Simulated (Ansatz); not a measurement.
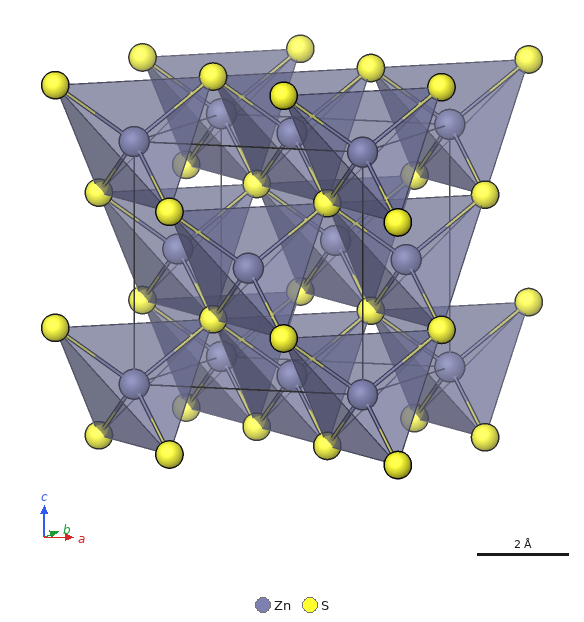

The starting structure (polyhedral view of the cell 4 times as large as that of the calculation, set on its symmetry axes, seen slightly off an axis; polyhedra are completed across the faces of the cell). An atom can appear more than once, as a periodic image.

# Geometry relaxation of ZnS

The run: geometry relaxation of ZnS (F-43m, 2 atoms in the cell). Method and program: DFT PBE+D3(BJ), scalar-relativistic, plane waves, PAW, no spin polarisation (Ansatz 0.2.0).

The structure derives from an entry of the Crystallography Open Database.

**What the program printed**
```
Engine: ansatz 0.2.0, x86_64-unknown-linux-gnu
Pseudopotentials: kind: paw
Pseudopotential: Zn, paw, valence charge 12, recommended cutoff 420 eV (normal), Zn.paw.azcp
Pseudopotential: S, paw, valence charge 6, recommended cutoff 420 eV (normal), S.paw.azcp
Functional definition: PBE
  parameter kappa = 0.804
  parameter beta = 0.06672455060314922
  exchange = pbe_x(kappa = kappa, mu = beta*pi^2/3)
  correlation = pbe_c(beta = beta)
Crystal: 2 atoms, lattice volume = 39.570 Å³
Basis set: ecut = 420 eV, 749 PW (Γ), exchange–correlation on 54×54×54 points (8 copies of the dense FFT grid, shifted against one another)
Bands: 13, of which v1, the nominal top of the filled ones, is band 9 counted from 1 (8 counted from 0)
Symmetry: 24 space group operations
Space group: F-43m (ITA 216), of the structure as read, at distance tolerance 3.4e-5 Å
k-points: 47 of 1000 (time reversal used)
Non-local potential: Zn, projectors of the file, l = 0: 2, l = 1: 2, l = 2: 3, l = 3: 1
Non-local potential: S, projectors of the file, l = 0: 2, l = 1: 2, l = 2: 2
PAW form: soft (Blöchl's): semilocal exchange-correlation on the pseudo side does not see the compensation charge
PAW one-centre angular grid: Zn, 590 points (default); XC on 64 Gauss nodes
PAW one-centre angular grid: S, 110 points (default); XC on 64 Gauss nodes
Initial density: superposition of atomic densities (neutral atoms: chi_scale 0, normalization atom), corrected by the library's trained network
Initial wavefunctions: pseudopotential atomic-orbital guess
Functional: x = pbe(κ = 0.804, μ = 0.2195149727645171), c = pbe(β = 0.06672455060314922)
SCF iter   1: F=—  HF=-4223.345461 eV  |F-HF|=—  |Δ(HF+E_count)|=         —  Δρ=6.04e-4  dr2=1.90e-4  ethr=1.77e-3  ⟨swp⟩=5.8  Hψ=3681  notcnv=0
preconditioner: auto → none  [insulator: Δε(μ)=2.089 eV  Ē_g=12.188 eV  σ=0.020 eV  W_gap=1.00  n_scr=14 (ndim 8)  ℏωp=25.0 eV  f_vac=0.029  D(μ)=0.00/eV (n_scr^D=0)  ε∞_Penn≈5.2]
SCF iter   2: F=—  HF=-4223.345694 eV  |F-HF|=—  |Δ(HF+E_count)|=   2.33e-4  Δρ=5.22e-4  dr2=4.97e-5  ethr=1.06e-6  ⟨swp⟩=2.5  Hψ=1573  notcnv=0
SCF iter   3: F=—  HF=-4223.345727 eV  |F-HF|=—  |Δ(HF+E_count)|=   3.23e-5  Δρ=1.68e-4  dr2=7.82e-6  ethr=2.76e-7  ⟨swp⟩=2.0  Hψ=987  notcnv=0
SCF iter   4: F=—  HF=-4223.345733 eV  |F-HF|=—  |Δ(HF+E_count)|=   6.28e-6  Δρ=7.14e-5  dr2=9.87e-7  ethr=4.35e-8  ⟨swp⟩=2.0  Hψ=987  notcnv=0
SCF iter   5: F=—  HF=-4223.345736 eV  |F-HF|=—  |Δ(HF+E_count)|=   3.35e-6  Δρ=3.37e-5  dr2=3.08e-7  ethr=5.48e-9  ⟨swp⟩=2.0  Hψ=1034  notcnv=0
SCF iter   6: F=-4223.345737 eV  HF=-4223.345737 eV  |F-HF|=8.09e-9  |Δ(HF+E_count)|=   4.93e-7  Δρ=3.56e-6  dr2=2.17e-9  ethr=5.56e-10  ⟨swp⟩=9.1  Hψ=4638  notcnv=0
SCF 1 converged in 6 iterations: F = -4223.345737 eV  dr2 = 2.17e-9
  greatest PAW one-centre occupation: 0.983 electrons in one spin orbital (limit 2), on the Zn atom at site 0 (counted from 0), in its partial waves of l = 2
relax step   1: F+E_penalty+E_count = -4223.34573685 eV  Δ(F+E_penalty+E_count) = +0.000e0 eV  max|allowed force component| = 2.035e-16 eV/Å  Δτ_max = 0.0000 Å  P = -1.374 GPa  Ω = 39.570 Å³  (6 SCF iters, dr2 threshold 1.00e-7 eV, accepted)
Crystal: 2 atoms, lattice volume = 39.147 Å³
Initial density: handed on by an earlier stage of this run
Initial wavefunctions: those handed on with the density
iter 1 solved again at ethr=5.51e-7 eV; its pass at ethr=3.10e-3 eV (dr2=9.92e-5 eV) is discarded
SCF iter   1: F=—  HF=-4223.348533 eV  |F-HF|=—  |Δ(HF+E_count)|=         —  Δρ=4.91e-4  dr2=8.67e-5  ethr=5.51e-7  ⟨swp⟩=2.0  Hψ=4295  notcnv=0
preconditioner: auto → none  [insulator: Δε(μ)=2.144 eV  Ē_g=12.236 eV  σ=0.020 eV  W_gap=1.00  n_scr=14 (ndim 8)  ℏωp=25.2 eV  f_vac=0.023  D(μ)=0.00/eV (n_scr^D=0)  ε∞_Penn≈5.2]
SCF iter   2: F=—  HF=-4223.348529 eV  |F-HF|=—  |Δ(HF+E_count)|=   4.27e-6  Δρ=1.69e-4  dr2=1.18e-5  ethr=4.82e-7  ⟨swp⟩=3.0  Hψ=1034  notcnv=0
SCF iter   3: F=—  HF=-4223.348530 eV  |F-HF|=—  |Δ(HF+E_count)|=   8.84e-7  Δρ=1.65e-4  dr2=5.70e-6  ethr=6.54e-8  ⟨swp⟩=2.0  Hψ=987  notcnv=0
SCF iter   4: F=—  HF=-4223.348529 eV  |F-HF|=—  |Δ(HF+E_count)|=   9.70e-7  Δρ=1.85e-5  dr2=1.14e-7  ethr=1.11e-9  ⟨swp⟩=6.6  Hψ=4015  notcnv=0
SCF iter   5: F=-4223.348529 eV  HF=-4223.348529 eV  |F-HF|=8.28e-9  |Δ(HF+E_count)|=   2.32e-8  Δρ=7.22e-6  dr2=1.21e-8  ethr=6.31e-10  ⟨swp⟩=8.8  Hψ=4367  notcnv=0
SCF 2 converged in 5 iterations: F = -4223.348529 eV  dr2 = 1.21e-8
relax step   2: F+E_penalty+E_count = -4223.34852852 eV  Δ(F+E_penalty+E_count) = -2.792e-3 eV  max|allowed force component| = 9.946e-17 eV/Å  Δτ_max = 0.0000 Å  P = -0.599 GPa  Ω = 39.147 Å³  energy of the carried Pulay correction = +1.767e-4 eV  (5 SCF iters, dr2 threshold 2.00e-7 eV, accepted)
Crystal: 2 atoms, lattice volume = 38.826 Å³
iter 1 solved again at ethr=3.34e-7 eV; its pass at ethr=3.10e-3 eV (dr2=6.01e-5 eV) is discarded
SCF iter   1: F=—  HF=-4223.349247 eV  |F-HF|=—  |Δ(HF+E_count)|=         —  Δρ=3.87e-4  dr2=5.30e-5  ethr=3.34e-7  ⟨swp⟩=2.0  Hψ=4234  notcnv=0
preconditioner: auto → none  [insulator: Δε(μ)=2.180 eV  Ē_g=12.276 eV  σ=0.020 eV  W_gap=1.00  n_scr=14 (ndim 8)  ℏωp=25.3 eV  f_vac=0.021  D(μ)=0.00/eV (n_scr^D=0)  ε∞_Penn≈5.2]
SCF iter   2: F=—  HF=-4223.349248 eV  |F-HF|=—  |Δ(HF+E_count)|=   7.17e-7  Δρ=1.30e-4  dr2=7.11e-6  ethr=2.94e-7  ⟨swp⟩=3.0  Hψ=1034  notcnv=0
SCF iter   3: F=—  HF=-4223.349248 eV  |F-HF|=—  |Δ(HF+E_count)|=   5.44e-7  Δρ=1.30e-4  dr2=3.44e-6  ethr=3.95e-8  ⟨swp⟩=2.0  Hψ=987  notcnv=0
SCF iter   4: F=-4223.349248 eV  HF=-4223.349248 eV  |F-HF|=1.43e-7  |Δ(HF+E_count)|=   4.51e-7  Δρ=1.52e-5  dr2=7.78e-8  ethr=1.11e-9  ⟨swp⟩=6.7  Hψ=3968  notcnv=0
SCF 3 converged in 4 iterations: F = -4223.349248 eV  dr2 = 7.78e-8
relax step   3: F+E_penalty+E_count = -4223.34924761 eV  Δ(F+E_penalty+E_count) = -7.191e-4 eV  max|allowed force component| = 8.789e-17 eV/Å  Δτ_max = 0.0000 Å  P = +0.021 GPa  Ω = 38.826 Å³  energy of the carried Pulay correction = +3.119e-4 eV  (4 SCF iters, dr2 threshold 2.00e-7 eV, accepted)
Initial wavefunctions: pseudopotential atomic-orbital guess (no wavefunctions were taken with the density)
iter 1 solved again at ethr=2.13e-7 eV; its pass at ethr=3.10e-3 eV (dr2=3.84e-5 eV) is discarded
SCF iter   1: F=—  HF=-4223.348929 eV  |F-HF|=—  |Δ(HF+E_count)|=         —  Δρ=2.23e-5  dr2=6.94e-8  ethr=2.13e-7  ⟨swp⟩=3.1  Hψ=5302  notcnv=0
preconditioner: auto → none  [insulator: Δε(μ)=2.179 eV  Ē_g=12.278 eV  σ=0.020 eV  W_gap=1.00  n_scr=14 (ndim 8)  ℏωp=25.3 eV  f_vac=0.024  D(μ)=0.00/eV (n_scr^D=0)  ε∞_Penn≈5.2]
SCF iter   2: F=—  HF=-4223.348938 eV  |F-HF|=—  |Δ(HF+E_count)|=   8.52e-6  Δρ=5.80e-5  dr2=6.51e-7  ethr=3.86e-10  ⟨swp⟩=3.1  Hψ=1217  notcnv=0
SCF iter   3: F=—  HF=-4223.348938 eV  |F-HF|=—  |Δ(HF+E_count)|=   3.86e-8  Δρ=9.80e-6  dr2=3.93e-8  ethr=3.86e-10  ⟨swp⟩=2.0  Hψ=1032  notcnv=0
SCF iter   4: F=—  HF=-4223.348938 eV  |F-HF|=—  |Δ(HF+E_count)|=   3.45e-8  Δρ=2.48e-6  dr2=1.42e-9  ethr=2.18e-10  ⟨swp⟩=2.0  Hψ=987  notcnv=0
SCF iter   5: F=—  HF=-4223.348938 eV  |F-HF|=—  |Δ(HF+E_count)|=  4.57e-10  Δρ=6.49e-7  dr2=1.29e-10  ethr=7.88e-12  ⟨swp⟩=3.0  Hψ=1042  notcnv=0
SCF iter   6: F=-4223.348938 eV  HF=-4223.348938 eV  |F-HF|=2.73e-12  |Δ(HF+E_count)|=  1.40e-10  Δρ=6.42e-8  dr2=1.17e-12  ethr=1.00e-12  ⟨swp⟩=4.0  Hψ=2941  notcnv=0
SCF 4 converged in 6 iterations: F = -4223.348938 eV  dr2 = 1.17e-12
relax step   4: F+E_penalty+E_count = -4223.34893792 eV  Δ(F+E_penalty+E_count) = +3.097e-4 eV  max|allowed force component| = 8.789e-17 eV/Å  Δτ_max = 0.0000 Å  P = +0.020 GPa  Ω = 38.826 Å³  stress off target by 1.97e-2 GPa  SCF on the basis re-selected at this cell (its energy is not comparable with the rows above)  (6 SCF iters)
```

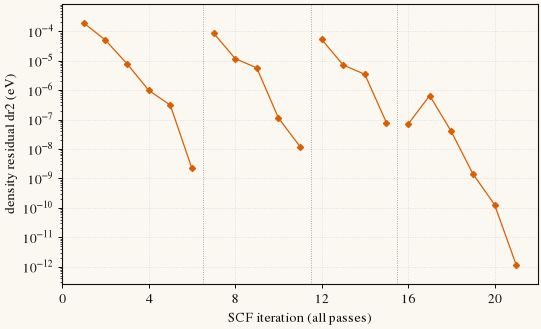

Convergence of the self-consistent field: density residual dr2 against the SCF iteration. The dotted lines part the SCF passes of the relaxation: geometry steps, rejected trials and re-solves on a re-selected basis. The passes take 6, 5, 4 and 6 iterations.

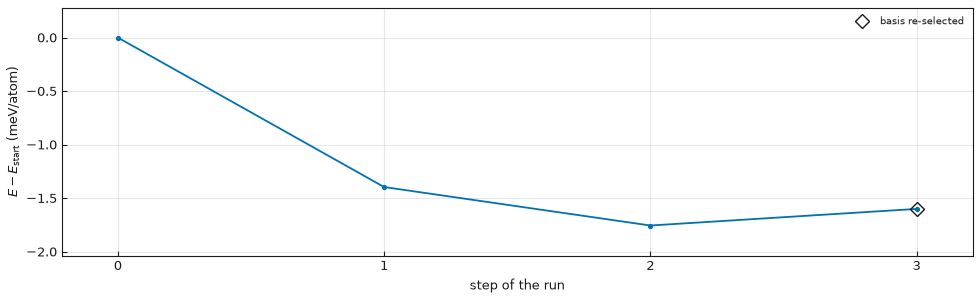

Progress of the relaxation, step by step (the first geometry is step 0 here and step 1 in the log).

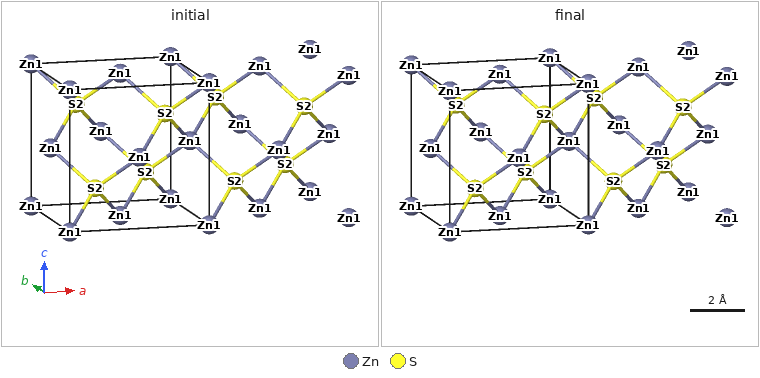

Before (left) and after (right) the relaxation, at one scale (ball-and-stick view of the cell 4 times as large as that of the calculation, set on its symmetry axes, repeated 2 × 1 × 1, seen slightly off an axis). No atom moves by more than 0.005 Å relative to the cell. The drawn cell changes as follows: a = b = c 5.409 → 5.375 Å (−0.6 %); the volume changes by −1.9 %. Distances before and after: Zn1–S2 2.342 → 2.328 Å. The space group stays F-43m (No. 216). The energy falls by 1.8 meV per atom in 2 geometry steps. All forces vanish by symmetry, so only the cell relaxes. The pressure goes from −1.37 to 0.02 GPa. A last SCF at the same geometry on a re-selected plane-wave basis shifts the energy by +0.2 meV per atom. (Atoms are counted from 1 in the order of the input.)

```
basis re-selected at this cell: Δ(F+E_penalty+E_count) = +3.097e-4 eV, ΔP = -0.001 GPa vs the last step (what re-selecting the basis moved, of the pressure what is left beyond the Pulay correction that the steps carried, after the strain that the cell walked since its last selection, with what the two solves' SCF thresholds leave and, on support functions, any second-order correction that the steps lacked; it is no measure of the basis error at this ecutwfc). This SCF's stress stands 1.97e-2 GPa from its target on what of the cell is left free (relax.cell.stress_tol is 5.00e-2 GPa) and its largest allowed force component is 8.79e-17 eV/Å (relax.f_tol is 5.00e-3 eV/Å): within both
SCF converged after 6 iterations
Free energy (F): -4223.348938 eV
Harris-Foulkes:  -4223.348938 eV  (|F-HF|=2.73e-12)
Internal energy: -4223.348938 eV  (E = F + TS)
E sigma→0 (E₀):  -4223.348938 eV
Fermi energy:    7.086768 eV
--- Per-component energies (eV) ---
  E_band       = 7.895178
  E_kinetic    = 238.791498
  E_local      = -2030.411317  (includes V_loc(G=0)·N_el)
  E_nonlocal   = 642.579436
  E_hartree    = 849.385595
  E_xc         = -234.669667
  E_vxc        = -139.912468  (∫ρ·V_xc dr)
  E_paw        = -2428.303574  (= ΣΔE_a)
  E_vpaw       = -401.922799  (= ΣTr[D̂ρ^β])
  E_aug_tail   = -0.000353  (compensation charges beyond the density's cutoff)
  E_ewald      = -1260.093061
  E_disp       = -0.627495  (pairwise vdW)
  E_smearing   = -0.000000  (= −TS)
  E_closure    = -0.000000  (closes the sum)
  Σ components = -4223.348938   (vs F -4223.348938, Δ=0.00e0)
--- Forces (eV/Å), atoms counted from 1 ---
  atom   1  Zn    -0.00000000     0.00000000     0.00000000
  atom   2  S      0.00000000    -0.00000000    -0.00000000
  max |Σ_I F_I| component: 3.24e-17 eV/Å
--- Stress (GPa, compression-positive) ---
        0.019743      -0.000000      -0.000000
       -0.000000       0.019743      -0.000000
       -0.000000      -0.000000       0.019743
  P = ⅓ Tr σ = 0.0197 GPa (0.197 kbar)
--- Band table (eV; the first three rows and the last of 47) ---
  k-point 0: bands = ["-7.2594", "-0.4023", "-0.4023", "-0.4023", "0.1176", "0.1176", "5.9971", "5.9971", "5.9971", "8.1762", "12.3540", "12.3540", "12.3540"]
  k-point 1: bands = ["-7.1816", "-0.4034", "-0.3880", "-0.3880", "0.1163", "0.1163", "5.2016", "5.8970", "5.8970", "8.7848", "12.2735", "12.5274", "12.5274"]
  k-point 2: bands = ["-6.9668", "-0.3880", "-0.3527", "-0.3527", "0.1162", "0.1162", "3.8257", "5.6542", "5.6542", "9.4254", "12.5330", "12.8712", "12.8712"]
  k-point 46: bands = ["-5.9727", "-0.2874", "-0.1037", "0.0164", "0.1146", "0.5148", "1.3372", "3.2188", "3.2670", "11.2853", "11.7679", "14.3776", "14.5501"]
--- Relaxed structure (3 steps of the walk, 3 accepted, 1 SCFs on fresh bases) ---
  F+E_penalty+E_count = -4223.34893792 eV   max|allowed force component| = 8.789e-17 eV/Å   (the final SCF, on the basis selected at the relaxed cell)
  cell:  # Å, volume = 38.8263 Å³
    - [1.2611045781416582e-33, 2.6876037622629396, 2.6876037622629396]
    - [2.6876037622629396, -1.898026082253607e-33, 2.6876037622629396]
    - [2.6876037622629396, 2.6876037622629396, 2.5476860164477946e-33]
  atoms:
    - { symbol: Zn, position: [1.1422966443425916e-34, -4.227981086203099e-34, -1.943387797517916e-34] }
    - { symbol: S, position: [0.7499999999999999, 0.7499999999999999, 0.7499999999999999] }
```

**Trajectory as extended XYZ (Å, eV, eV/Å), 4 frames, from step=1 to step=4**
```
2
Lattice="0.0000 2.7046 2.7046 2.7046 0.0000 2.7046 2.7046 2.7046 0.0000" Properties=species:S:1:pos:R:3:forces:R:3 step=1 energy=-4223.34574 pressure_GPa=-1.37
Zn    0.0000    0.0000    0.0000    0.0000   0.0000   0.0000
S     4.0570    4.0570    4.0570    0.0000   0.0000   0.0000
2
Lattice="0.0000 2.6950 2.6950 2.6950 0.0000 2.6950 2.6950 2.6950 0.0000" Properties=species:S:1:pos:R:3:forces:R:3 step=2 energy=-4223.34853 pressure_GPa=-0.60
Zn    0.0000    0.0000    0.0000    0.0000   0.0000   0.0000
S     4.0425    4.0425    4.0425    0.0000   0.0000   0.0000
2
Lattice="0.0000 2.6876 2.6876 2.6876 0.0000 2.6876 2.6876 2.6876 0.0000" Properties=species:S:1:pos:R:3:forces:R:3 step=3 energy=-4223.34925 pressure_GPa=0.02
Zn    0.0000    0.0000    0.0000    0.0000   0.0000   0.0000
S     4.0314    4.0314    4.0314    0.0000   0.0000   0.0000
2
Lattice="0.0000 2.6876 2.6876 2.6876 0.0000 2.6876 2.6876 2.6876 0.0000" Properties=species:S:1:pos:R:3:forces:R:3 step=4 energy=-4223.34894 pressure_GPa=0.02
Zn    0.0000    0.0000    0.0000    0.0000   0.0000   0.0000
S     4.0314    4.0314    4.0314    0.0000   0.0000   0.0000
```

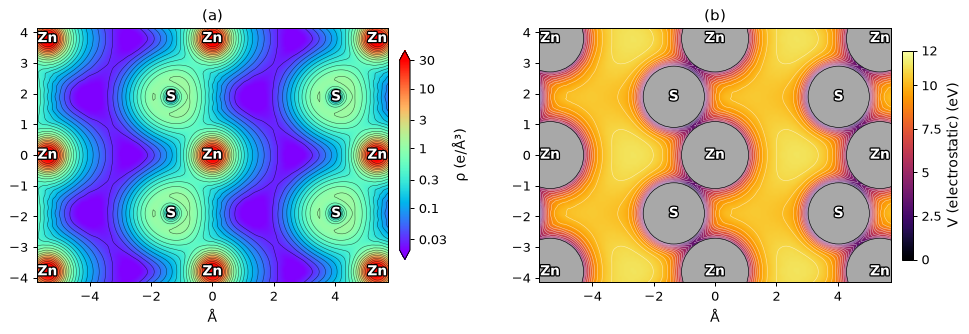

(a) valence electron density; (b) electrostatic potential energy of an electron on the (011) plane of the conventional cell. Grey discs, where drawn, cover atomic cores. Zn–S (2.33 Å): ρ is about 0.52 e/Å³ halfway. Away from the nuclei the density in this plane falls to 0.02 e/Å³ at its lowest. Outside the cores the potential energy rises away from the atoms and is highest about 2.3 Å from the nearest atoms; outside the discs it spans about 10 eV, and its zero is arbitrary. The fields are those of the smooth PAW valence density.

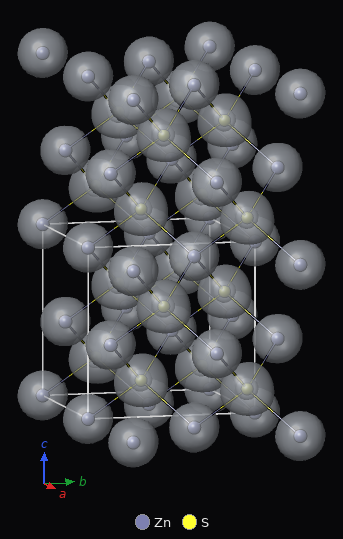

Isosurface of the valence electron density at 0.8 e/Å³ (grey), seen at an oblique angle. Sticks mark near contacts. The outline is the cell set on symmetry axes. At this value the density breaks into separate islands; it holds about 60 % of the electrons treated as valence. It is pinched off along the Zn–S (2.33 Å) contacts. On the grid the lowest density along these lines, outside the cores, is 0.48 e/Å³ (Zn–S, 2.33 Å).

This output came from the following input.

**Input**
```yaml
crystal:
  lattice:
    - [0.0, 2.70465, 2.70465]
    - [2.70465, 0.0, 2.70465]
    - [2.70465, 2.70465, 0.0]
  atoms:
    - { symbol: Zn, position: [0.0, 0.0, 0.0] }
    - { symbol: S, position: [0.75, 0.75, 0.75] }
basis:
  ecutwfc: 420
kpoints:
  mp_grid: { grid: [10, 10, 10] }
hamiltonian:
  xc: pbe
  dispersion: d3bj
scf:
  occupations: { method: gaussian, width: 0.02 }
output:
  forces: true
  stress: true
  eigenvalues: true
  write_density: true
  write_potential: true
  elf: true
  volumetric_format: npy
relax:
  adjacent_minimum: "off"
  f_tol: 0.005
  max_steps: 80
  cell: { stress_tol: 0.05 }
```

Command:
```bash
ansatz run input.yaml --threads 4 --pin off --max-ram 10240MiB --backend cpu --events-out ev --progress --plain --runs-dir out
```

**Summary**

| quantity | value |
| --- | --- |
| outcome | converged |
| space group (tolerance 0.01 Å) | F-43m (216) |
| electrons treated | 18 |
| free energy | −4223.3489 eV |
| Fermi energy | 7.087 eV |
| gap on the k-point mesh | 2.18 eV |
| pressure | 0.02 GPa |
| final volume | 38.83 Å³ |
| largest force (length of the vector) at the end | under 0.001 eV/Å |
| final cell | a = 3.801 Å, b = 3.801 Å, c = 3.801 Å, α = 60.00°, β = 60.00°, γ = 60.00° |
| hardware | 4 threads of Intel Xeon @ 2.90GHz (Ice Lake), 192 GiB of memory available, shared host |
| wall time | 5.3 s (CPU time 17 s) |
| peak memory | 0.41 GiB |
